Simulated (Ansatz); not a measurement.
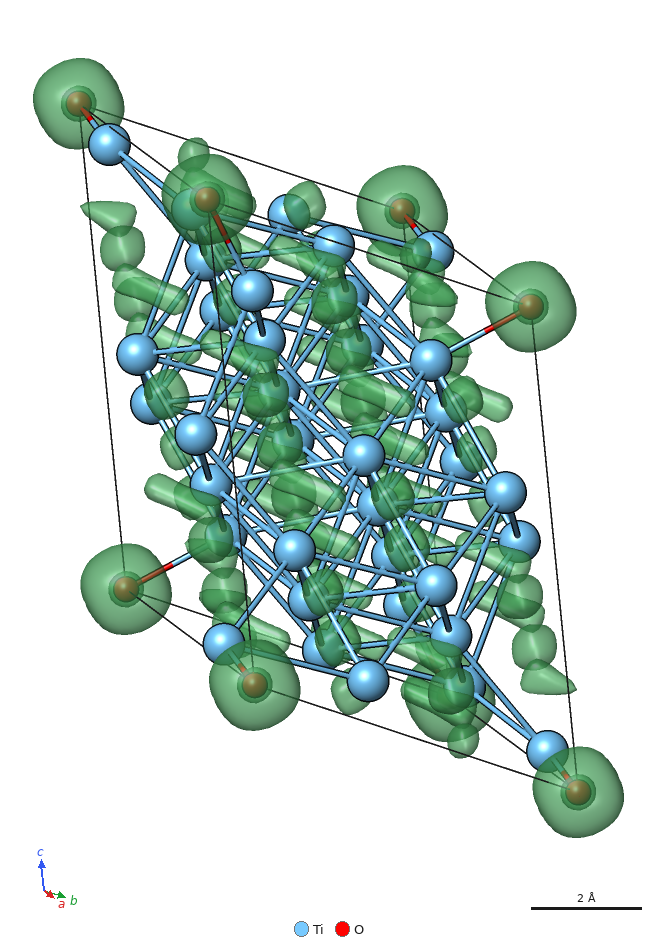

Figure. Ti32O (cell with a defect). Isosurface of the electron localisation function at 0.65 (green), seen slightly off an axis. Only the valence region is drawn (cores and ρ < 0.01 e/Å³ removed). Sticks mark near contacts.

Computed without spin polarisation.

Computed with DFT PBE, scalar-relativistic, plane waves, PAW in Ansatz.

Core electrons are frozen (PAW), and the valence fields are smoothed inside the atomic spheres.

The calculation's input:

```
crystal:
  lattice:
    - [5.8769161225, 5.089558658, -4.6506340141]
    - [-5.8769161225, -5.089558658, -4.6506340141]
    - [-5.8769161225, 5.089558658, 4.6506340141]
  atoms:
    - { symbol: Ti, position: [0.0416666667, 0.625, 0.9166666667] }
    - { symbol: Ti, position: [0.2916666667, 0.75, 0.2916666667] }
    - { symbol: Ti, position: [0.0416666667, 0.375, 0.6666666667] }
    - { symbol: Ti, position: [0.2916666667, 0.5, 0.0416666667] }
    - { symbol: Ti, position: [0.5416666667, 0.625, 0.4166666667] }
    - { symbol: Ti, position: [0.0416666667, 0.125, 0.4166666667] }
    - { symbol: Ti, position: [0.7916666667, 0.75, 0.7916666667] }
    - { symbol: Ti, position: [0.2916666667, 0.25, 0.7916666667] }
    - { symbol: Ti, position: [0.5416666667, 0.375, 0.1666666667] }
    - { symbol: Ti, position: [0.0416666667, 0.875, 0.1666666667] }
    - { symbol: Ti, position: [0.7916666667, 0.5, 0.5416666667] }
    - { symbol: Ti, position: [0.2916666667, 1.0, 0.5416666667] }
    - { symbol: Ti, position: [0.5416666667, 0.125, 0.9166666667] }
    - { symbol: Ti, position: [0.7916666667, 0.25, 0.2916666667] }
    - { symbol: Ti, position: [0.5416666667, 0.875, 0.6666666667] }
    - { symbol: Ti, position: [0.7916666667, 0.0, 0.0416666667] }
    - { symbol: Ti, position: [0.7083333333, 0.25, 0.7083333333] }
    - { symbol: Ti, position: [0.9583333333, 0.375, 0.0833333333] }
    - { symbol: Ti, position: [0.7083333333, 0.0, 0.4583333333] }
    - { symbol: Ti, position: [0.9583333333, 0.125, 0.8333333333] }
    - { symbol: Ti, position: [0.2083333333, 0.25, 0.2083333333] }
    - { symbol: Ti, position: [0.7083333333, 0.75, 0.2083333333] }
    - { symbol: Ti, position: [0.4583333333, 0.375, 0.5833333333] }
    - { symbol: Ti, position: [0.9583333333, 0.875, 0.5833333333] }
    - { symbol: Ti, position: [0.2083333333, 0.0, 0.9583333333] }
    - { symbol: Ti, position: [0.7083333333, 0.5, 0.9583333333] }
    - { symbol: Ti, position: [0.4583333333, 0.125, 0.3333333333] }
    - { symbol: Ti, position: [0.9583333333, 0.625, 0.3333333333] }
    - { symbol: Ti, position: [0.2083333333, 0.75, 0.7083333333] }
    - { symbol: Ti, position: [0.4583333333, 0.875, 0.0833333333] }
    - { symbol: Ti, position: [0.2083333333, 0.5, 0.4583333333] }
    - { symbol: Ti, position: [0.4583333333, 0.625, 0.8333333333] }
    - { symbol: O, position: [0.0, 0.0, 0.0] }
basis:
  ecutwfc: 420
  xc_grid: 2
kpoints:
  mp_grid: { grid: [4, 4, 4], shift: [0.5, 0.5, 0.5] }
hamiltonian:
  xc: pbe
scf:
  occupations: { method: gaussian, width: 0.1 }
output:
  forces: true
  stress: false
  eigenvalues: true
  write_density: true
  write_potential: true
  elf: true
  volumetric_format: npy
relax:
  adjacent_minimum: "off"
  f_tol: 0.025
  max_steps: 45
```

Run with:

```sh
ansatz run input.yaml --threads 4 --pin off --max-ram 10240MiB --backend cpu --events-out ev --progress --plain --runs-dir out
```

The fields are those of the run's last geometry, not of the input's.

**Identify the bonds, lone pairs and shells in this picture.**

At this value the surface marks out one region wrapped around O (its valence shell) and 63 pockets between the atoms, centred on no nucleus (multi-centre or interstitial), counted in one cell of 33 atoms. Any copies at cell faces, edges or corners count once. Profiles from the grid: Ti–O (2.08 Å): the ELF peaks at about 0.80 in the valence shell of O, 0.6 Å from its nucleus, and is about 0.10 at the midpoint; no shared electron pair shows on this line. Ti–Ti (2.84 Å): the ELF is about 0.20 at the midpoint: no shared electron pair shows on this line.

**Does the calculation give a band gap?**

It is gapless in this calculation (a metal or semimetal).
